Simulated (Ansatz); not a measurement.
**A series of single points on Bi**

System: Bi (R-3m, 2 atoms in the cell).
Method: Kohn-Sham DFT of a periodic cell, PBE, Ansatz PAW, no spin polarisation (Ansatz 0.2.0).

The 6 runs differ only in the geometry, by an even scaling of the cell at fixed fractional positions. The structure derives from an entry of the Crystallography Open Database.

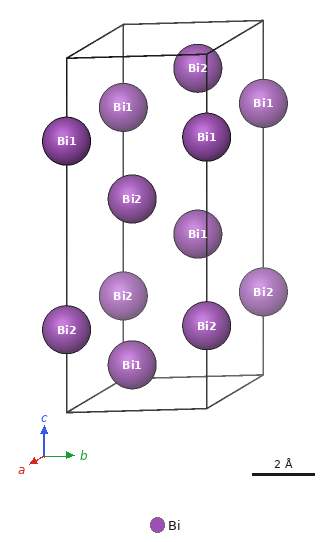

Figure 1. The structure of run 4 (spheres-only view of the cell 3 times as large as that of the calculation, set on its symmetry axes, seen slightly off an axis; atoms are numbered from 1 in the order of the input).

### Input of run 4
```yaml
crystal:
  lattice:
    - [2.2825169939, 1.3178118009, 3.9640802302]
    - [-2.2825169939, 1.3178118009, 3.9640802302]
    - [0.0, -2.6356236018, 3.9640802302]
  atoms:
    - { symbol: Bi, position: [0.766, 0.766, 0.766] }
    - { symbol: Bi, position: [0.234, 0.234, 0.234] }
hamiltonian:
  xc: pbe
  pseudopotentials: { kind: paw }
kpoints:
  mp_grid: { grid: [7, 7, 7] }
scf:
  occupations: { method: fermi_dirac, width: 0.05 }
output:
  forces: true
  stress: true
  eigenvalues: true
```

Command:
```bash
ansatz run input.yaml --threads 1 --pin off --max-ram 2560MiB --backend cpu --events-out ev --progress --plain --runs-dir out
```

Run 2 differs from it as follows:
```diff
-    - [2.2825169939, 1.3178118009, 3.9640802302]
-    - [-2.2825169939, 1.3178118009, 3.9640802302]
-    - [0.0, -2.6356236018, 3.9640802302]
+    - [2.2368543514, 1.2914484619, 3.8847772595]
+    - [-2.2368543514, 1.2914484619, 3.8847772595]
+    - [0.0, -2.5828969239, 3.8847772595]
```

### Results, with one run withheld

| run | volume per atom (Å³) | free energy per atom, from the lowest run given (meV) | pressure (GPa) | gap on the mesh (eV) |
| --- | --- | --- | --- | --- |
| 1 | 32.965 | 60.61 | 5.85 | 0.30 |
| 2 | 33.667 | ? | ? | ? |
| 3 | 35.070 | 9.76 | 2.10 | 0.26 |
| 4 | 35.771 | 2.80 | 1.10 | 0.25 |
| 5 | 36.472 | 0.00 | 0.20 | 0.25 |
| 6 | 37.174 | 0.92 | −0.61 | 0.24 |

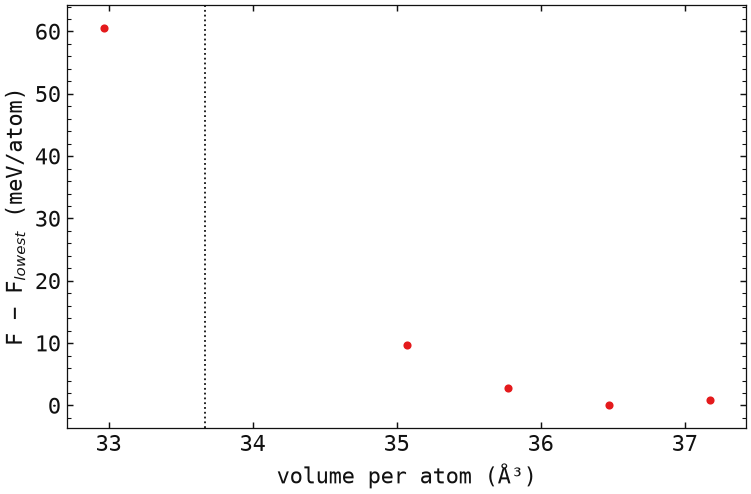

Figure 2. Free energy per atom of the runs given; the dotted line marks run 2.

What should run 2 give?

A cubic polynomial in V^(−2/3) (the Birch–Murnaghan form), fitted to the 5 runs given, misses them by under 0.01 meV per atom. With x = V^(−2/3) − 0.09268 Å⁻², it reads F = 5.5212 + 5564.5 x + 1.3846e+06 x² + 4.52e+06 x³ (meV per atom). At run 2 it gives 38.09 meV per atom, and the run itself gives 38.10. The slope of the fit gives a pressure −dF/dV of 4.46 GPa there, and the run prints 4.46 GPa. The fit has its minimum at 36.639 Å³ per atom, where V d²F/dV² gives 43.3 GPa. Cell shape and fractional positions are held, so this is the stiffness under even scaling; the relaxed bulk modulus wasn't computed. The gap on the mesh goes, without turning, from 0.30 eV in run 1 to 0.24 eV in run 6; run 2 has 0.28 eV. These are gaps of this functional on this mesh, which can miss the band edges; they aren't the measured gap.

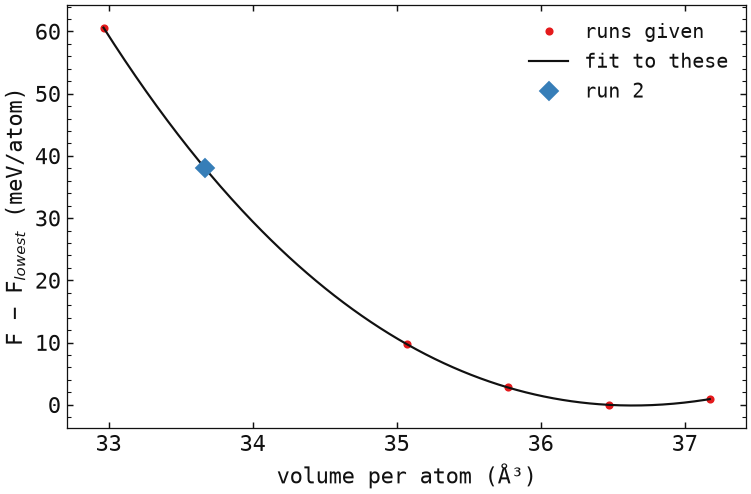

Figure 3. The fit and the withheld run.

### Output, shortened to warnings, some set-up lines, iterations and results (run 2)
```
Basis set: ecut = 420 eV, 1309 PW (Γ), exchange–correlation on 64×64×64 points (8 copies of the dense FFT grid, shifted against one another)
Symmetry: 12 space group operations
k-points: 44 of 343
Initial density: superposition of atomic densities (neutral atoms: chi_scale 0, normalization atom), corrected by the library's trained network
[...]
SCF iter   1: F=—  HF=-24793.046764 eV  |F-HF|=—  |Δ(HF+E_count)|=         —  Δρ=9.53e-4  dr2=6.57e-4  ethr=1.77e-3  ⟨swp⟩=6.2  Hψ=4134  notcnv=0
SCF iter   2: F=—  HF=-24793.046270 eV  |F-HF|=—  |Δ(HF+E_count)|=   4.94e-4  Δρ=4.75e-4  dr2=1.16e-4  ethr=2.19e-6  ⟨swp⟩=2.4  Hψ=1938  notcnv=0
SCF iter   3: F=—  HF=-24793.046317 eV  |F-HF|=—  |Δ(HF+E_count)|=   4.73e-5  Δρ=2.08e-4  dr2=1.67e-5  ethr=3.85e-7  ⟨swp⟩=2.1  Hψ=1483  notcnv=0
SCF iter   4: F=—  HF=-24793.046340 eV  |F-HF|=—  |Δ(HF+E_count)|=   2.27e-5  Δρ=3.80e-5  dr2=6.49e-7  ethr=5.57e-8  ⟨swp⟩=2.0  Hψ=1056  notcnv=0
SCF iter   5: F=-24793.046341 eV  HF=-24793.046341 eV  |F-HF|=3.47e-8  |Δ(HF+E_count)|=   4.92e-7  Δρ=8.06e-6  dr2=3.48e-8  ethr=2.16e-9  ⟨swp⟩=2.0  Hψ=1496  notcnv=0
SCF iter   6: F=-24793.046341 eV  HF=-24793.046341 eV  |F-HF|=5.82e-11  |Δ(HF+E_count)|=   1.88e-8  Δρ=1.02e-6  dr2=6.32e-10  ethr=1.16e-10  ⟨swp⟩=2.9  Hψ=3336  notcnv=0
SCF 1 converged in 6 iterations: F = -24793.046341 eV  dr2 = 6.32e-10
SCF converged after 6 iterations
Free energy (F): -24793.046341 eV
Harris-Foulkes:  -24793.046341 eV  (|F-HF|=5.82e-11)
Internal energy: -24793.045168 eV  (E = F + TS)
E sigma→0 (E₀):  -24793.045754 eV
Entropy (-TS):   -0.001173 eV (-0.586 meV/atom)
Fermi energy:    10.316383 eV
--- Per-component energies (eV) ---
  E_band       = -199.853037
  E_kinetic    = 606.454604
  E_local      = -3050.338556  (includes V_loc(G=0)·N_el)
  E_nonlocal   = 1118.919292
  E_hartree    = 993.153342
  E_xc         = -303.036538
  E_vxc        = -289.201951  (∫ρ·V_xc dr)
  E_paw        = -21326.392864  (= ΣΔE_a)
  E_vpaw       = -571.991850  (= ΣTr[D̂ρ^β])
  E_aug_tail   = -0.000864  (compensation charges beyond the density's cutoff)
  E_ewald      = -2831.803584
  E_smearing   = -0.001173  (= −TS)
  E_closure    = -0.000000  (closes the sum)
  Σ components = -24793.046341   (vs F -24793.046341, Δ=0.00e0)
--- Forces (eV/Å), atoms counted from 1 ---
  atom   1  Bi     0.00000000     0.00000000    -0.39955788
  atom   2  Bi     0.00000000    -0.00000000     0.39955788
  max |Σ_I F_I| component: 5.55e-17 eV/Å
--- Stress (GPa, compression-positive) ---
        4.654750      -0.000000      -0.000000
       -0.000000       4.654750       0.000000
       -0.000000       0.000000       4.069773
  P = ⅓ Tr σ = 4.4598 GPa (44.598 kbar)
```

Notes: Spin–orbit coupling is left out, which matters for Bi.
